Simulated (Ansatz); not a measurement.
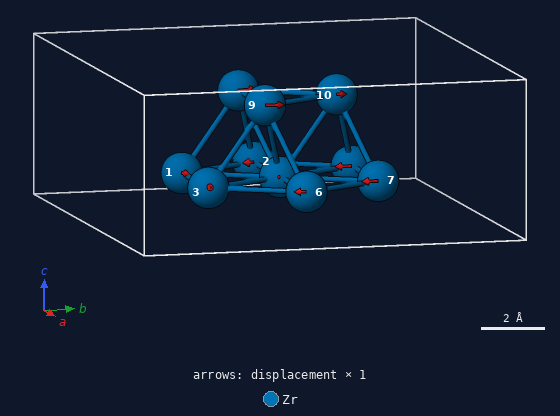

This is a relaxation of a wire of composition Zr. The starting structure is drawn; red arrows show the displacements (the part carried along by the change of the cell is left out), at their true length.

Style: ball-and-stick. Shown: the cell of the calculation, with the vacuum cut short, slightly off an axis.

Case: wire along [0 0 1], 10 atoms a period.

All numbers below come from Ansatz, DFT PBE, scalar-relativistic, plane waves, PAW. Set-up: plane-wave cutoff 420 eV; k-point mesh 1 × 1 × 7; occupations gaussian; smearing width 0.05 eV; no spin polarisation; cell relaxed at fixed a, b, alpha, beta, gamma; force threshold 0.02 eV/Å; at most 45 steps.

### Describe the change and its energy.

The energy falls by 2.591 eV per cell of the calculation in 15 accepted moves (19 points after the start). Largest force component: 1.8 eV/Å at the start, 0.0071 eV/Å at the end. The line search rejected the trial steps at points 8, 13, 16 of the run. The SCF was repeated once at an unchanged geometry on a basis and grid sized afresh for the cell, which shifted the energy by 1.4 meV per cell of the calculation at most. The largest moves relative to the layer's centre, 0.66 Å, are those of Zr atoms. Along the periodic axis the drawn cell goes c 5.169 → 4.829 Å (−6.6 %). Some distances before and after: Zr–Zr 4.540 → 3.479 Å, Zr–Zr 3.233 → 2.734 Å, Zr–Zr 3.233 → 2.793 Å, Zr–Zr 3.188 → 2.790 Å. Bond angles that change, for instance: Zr–Zr–Zr 90.0° → 73.4°, Zr–Zr–Zr 108.3° → 91.9°, Zr–Zr–Zr 90.0° → 106.2°. Cost: 3.5 min on 4 threads of Intel(R) Xeon(R) 6975P-C (Granite Rapids), on a shared host, peak memory 1.9 GiB.
